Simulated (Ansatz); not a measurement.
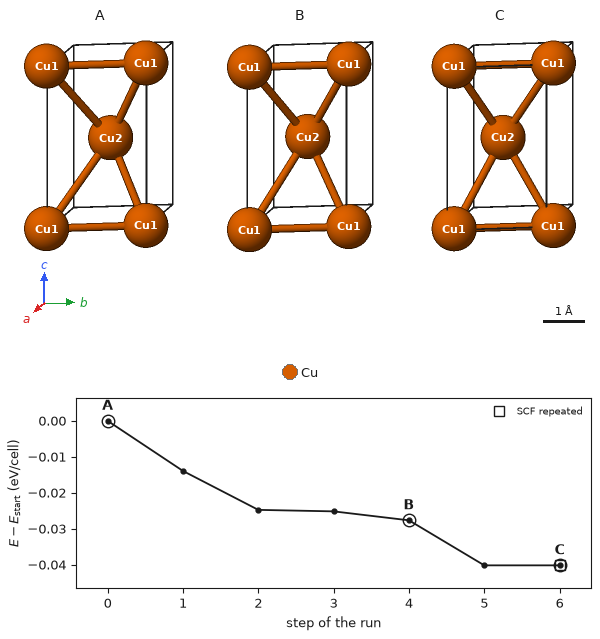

Frames of a relaxation of a crystal of Cu (set up in P-1), marked on the history of the run. A ball-and-stick model of the cell of the calculation, seen slightly off an axis.

Case: a zone-boundary wave of random shape, sigma 0.1 Å; relaxed back.

Theory: DFT PBE, scalar-relativistic, plane waves, PAW in Ansatz. Set-up: plane-wave cutoff 420 eV; k-point mesh 14 × 14 × 8; occupations gaussian; smearing width 0.15 eV; no spin polarisation; atoms relaxed in a fixed cell; force threshold 0.01 eV/Å; at most 80 steps.

What happens along the run?

The largest moves, 0.22 Å, are those of Cu1 and Cu2. Cu1 goes roughly along [−1 2 0]. The cell stays as it was. Among the contacts that change: Cu1–Cu2 2.970 → 2.646 Å, Cu1–Cu2 (another image) 2.883 → 2.646 Å, Cu1–Cu2 (another image) 2.402 → 2.544 Å, Cu1–Cu2 (another image) 2.602 → 2.543 Å. The space group (tolerance 0.01 Å) goes from P-1 (No. 2) to Cmcm (No. 63). The energy falls by 40.2 meV per cell of the calculation in 5 accepted moves (6 points after the start). Largest force component: 0.32 eV/Å at the start, 0.0053 eV/Å at the end. 1 step only repeated the SCF at the same geometry. From step 0 to 4: Cu atoms move most (0.08 Å), energy −27.6 meV per cell of the calculation. From step 4 to 6: Cu atoms move most (0.15 Å), energy −12.5 meV per cell of the calculation.

```json
{"step": "0", "E − E(0), meV/atom": "0.00", "largest force component, eV/Å": "0.3161", "note": ""}
{"step": "1", "E − E(0), meV/atom": "-6.96", "largest force component, eV/Å": "0.1999", "note": ""}
{"step": "2", "E − E(0), meV/atom": "-12.37", "largest force component, eV/Å": "0.0146", "note": ""}
{"step": "3", "E − E(0), meV/atom": "-12.58", "largest force component, eV/Å": "0.0189", "note": ""}
{"step": "4", "E − E(0), meV/atom": "-13.82", "largest force component, eV/Å": "0.0298", "note": ""}
{"step": "5", "E − E(0), meV/atom": "-20.08", "largest force component, eV/Å": "0.0053", "note": ""}
{"step": "6", "E − E(0), meV/atom": "-20.08", "largest force component, eV/Å": "0.0053", "note": "same geometry, SCF repeated"}
```
